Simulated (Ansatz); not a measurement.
## Electronic structure of Ga5CuSe8 in real space

```
Ga Cu Se
1.0
     5.53455    0.00000    0.00000
     0.00000    5.53455    0.00000
     0.00000    0.00000   11.31158
Ga Cu Se
5 1 8
Cartesian
  0.0000 2.7673 2.8819
  2.7673 0.0000 8.4297
  0.0000 2.7673 8.4297
  2.7673 0.0000 2.8819
  0.0000 0.0000 0.0000
  2.7673 2.7673 5.6558
  1.4727 1.4727 1.3111
  4.0619 4.0619 1.3111
  1.4727 4.0619 10.0005
  4.0619 1.4727 10.0005
  1.3308 1.3308 6.9960
  4.2038 4.2038 6.9960
  1.3308 4.2038 4.3156
  4.2038 1.3308 4.3156
```

Space group P-42m; a structure from a database of computed crystals, not necessarily the ambient phase; computed pressure about −2 GPa in this cell; computed without spin polarisation.

Method: Ansatz, DFT r2SCAN, scalar-relativistic, plane waves, PAW.

In a PAW calculation such maps are meaningful between the atoms, not at the nuclei.

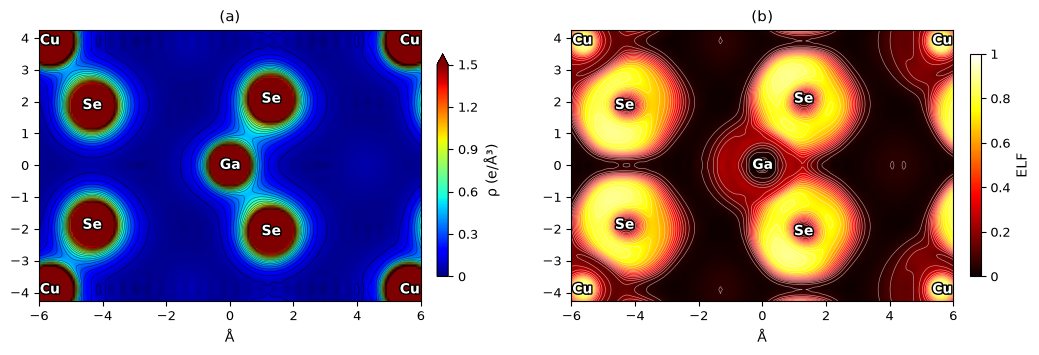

Figure 1. (a) valence charge density (pseudo); (b) ELF on the (11̄0) plane of the conventional cell.

Interpret the plot.

Answer. Atoms in the plane: Ga, Cu and Se.
Cu–Se (2.43 Å): ρ is about 0.46 e/Å³ halfway; the ELF is about 0.50 at the midpoint.
The density dies away to nearly zero in the voids.
The ELF also peaks beside Se, away from the bonds: lone-pair regions.
The features right at Cu lie inside the PAW spheres, where the map follows smoothed inner orbitals and isn't to be read closely.

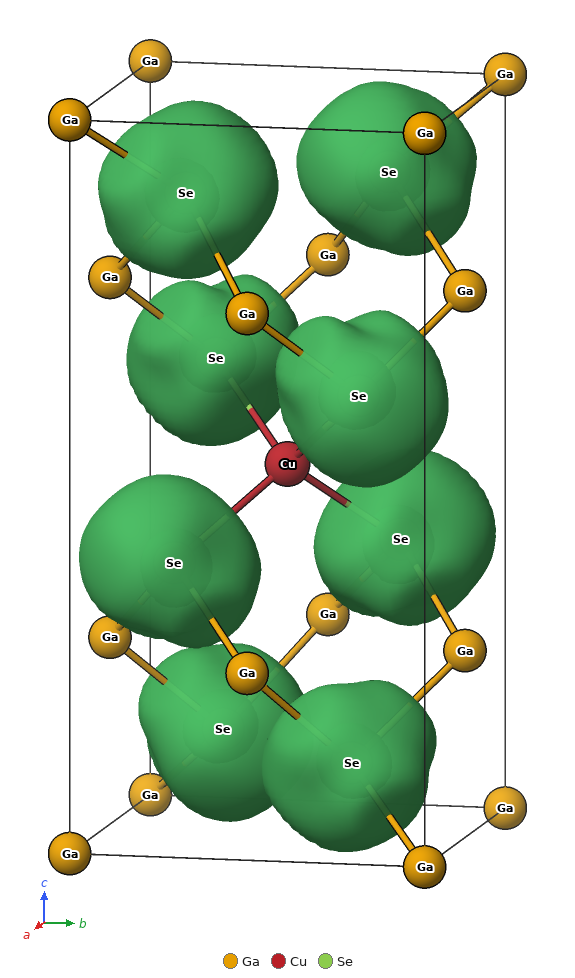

Figure 2. Isosurface of the ELF at 0.65 (green), seen slightly off an axis. Core shells and regions of very low density are left out. Sticks mark near contacts.

Describe the localisation domains.

Answer. At this value the surface marks out eight regions on Se in which the atom's valence shell and bonds are merged, counted in one cell of 14 atoms. Any copies at cell faces, edges or corners count once.


Ga–Se (2.43 Å): the ELF is about 0.70 at the midpoint.

Does the calculation make it a metal, or give it a gap?

Answer. It is gapped, with a Kohn–Sham gap of 0.65 eV on the k-point mesh, an upper bound to the gap of this method.
